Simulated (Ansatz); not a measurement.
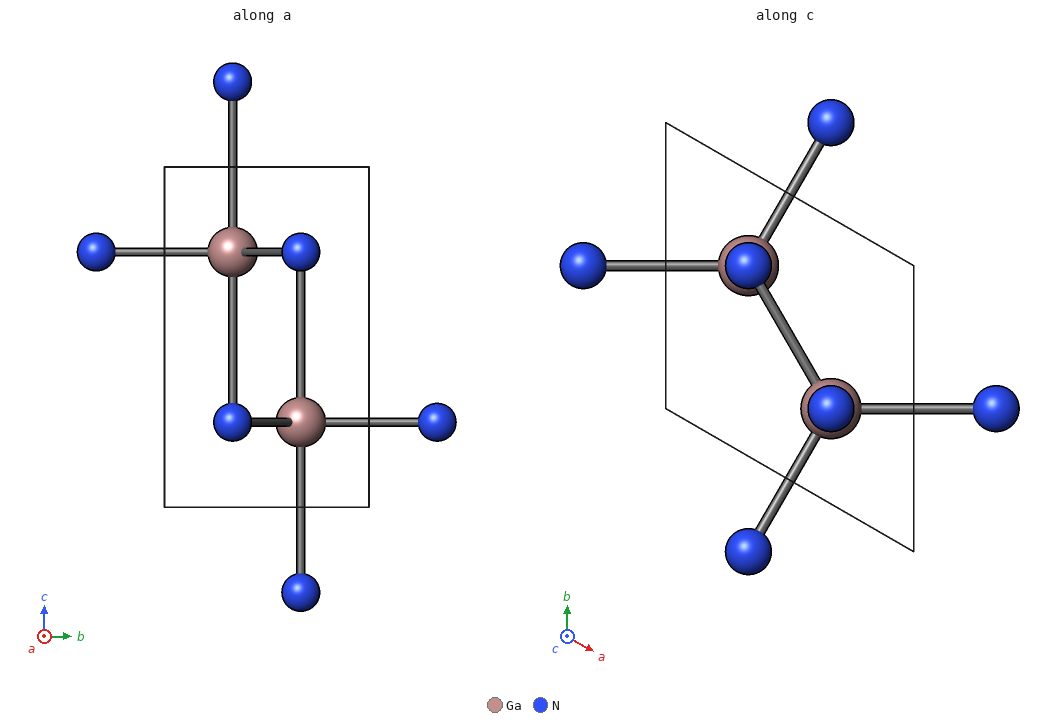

The figure gives a ball-and-stick picture of the atoms, viewed along the a axis and along the c axis. The edges of the conventional unit cell are marked. Some neighbours outside the box are added.

GaN, space group P6_3/mmc (No. 194), a = 3.30 Å, b = 3.30 Å, c = 4.76 Å, α = 90.00°, β = 90.00°, γ = 120.00°.

Electronic-structure method: G0W0 on PBE, plane waves, PAW (Ansatz). Parameters: a cutoff energy of 420 eV, Brillouin-zone sampling on a 6×6×4 mesh, no spin polarisation.

**How large a gap does the method give, if there is one?**

A semiconductor at this level, with a gap of 1.46 eV, direct.

The structure was taken from a structure type filled with these elements by a generator (whether the compound takes this form wasn't checked). Earlier steps of the study may have refined or changed the cell and positions. A calculation with Ansatz used it as input.
